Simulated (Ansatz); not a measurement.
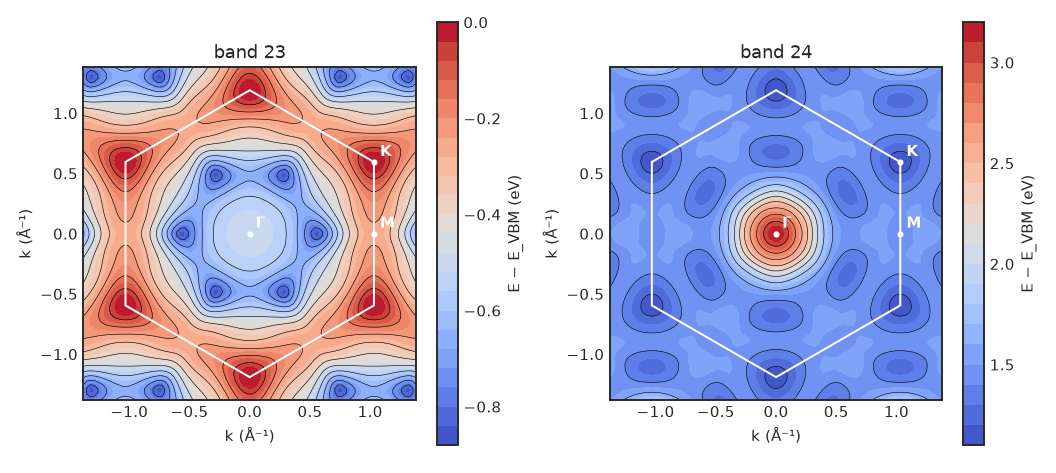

Two bands of a single layer of Te2Mo (space group of the slab cell P-6m2) over the plane of the sheet: the highest mostly filled and the lowest mostly empty one.

The calculation used DFT PBE, scalar-relativistic, plane waves, PAW; levels and slopes on a dense k mesh at the converged density in Ansatz 0.2.0. No spin polarisation. k mesh for the levels: 72×72×1. Unrelaxed database geometry.

> Give both levels and their distance at the named points.

| point | lower band (eV) | upper band (eV) | distance (eV) |
| --- | --- | --- | --- |
| Γ | −0.51 | 3.17 | 3.68 |
| K | 0.00 | 1.15 | 1.15 |
| M | −0.26 | 1.47 | 1.73 |

> Where are the band edges of the whole zone?

The valence band has two equivalent maxima at K, mass 0.68 mₑ in all directions; the conduction band has two equivalent minima at K, mass 0.56 mₑ in all directions. The gap is direct, 1.15 eV at this level of theory (semilocal functionals give gaps that are too small, and can reorder valleys that lie close).

Spin-orbit coupling, left out here, can change the gap, its kind, the place of the band edges and the masses, since the compound holds Te and Mo.
